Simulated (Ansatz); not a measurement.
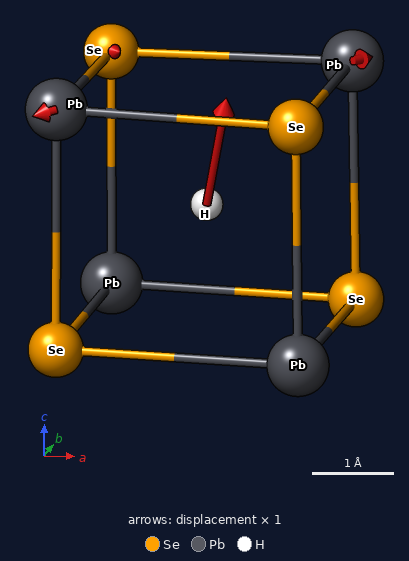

A relaxation of a defect cell of composition Se32Pb32H (cell charge +1). The starting structure is drawn; red arrows show the displacements, at their true length.

A ball-and-stick model of the atoms within 4.2 Å of the atom that moves most (axes of the cell of the calculation (origin shifted)), seen slightly off an axis.

Method: Ansatz, DFT, PBEsol, PAW, plane waves. Set-up: plane-wave cutoff 420 eV; k-point mesh 1 × 1 × 1; mesh shifted by (0.25, 0.25, 0.25); no spin polarisation; atoms relaxed in a fixed cell; force threshold 0.03 eV/Å; at most 80 steps.

> Which element moves most?

Hydrogen: up to 1.57 Å, against 0.35 Å for lead.

> What happened in the run?

After 14 geometry steps the energy has fallen by 1.360 eV per cell of the calculation. Largest force component: 0.27 eV/Å at the start, 0.0084 eV/Å at the end. The forces were under the threshold at step 11, but the run went on from there. The atom that moves furthest is the H atom (1.57 Å roughly along [1 −1 3]). By element the largest moves are H 1.57 Å, Pb 0.35 Å, Se 0.19 Å. The cell doesn't change. Some distances before and after: H–Se 2.602 → 1.541 Å, Pb–Se 3.036 → 3.261 Å, Pb–Se 3.040 → 3.142 Å, Pb–Se 2.965 → 3.054 Å. New bonds form, among them: H–Se (2.60 → 1.54 Å).

Limits of the set-up: the cell is charged, on a uniform background, and energies carry no finite-size correction.
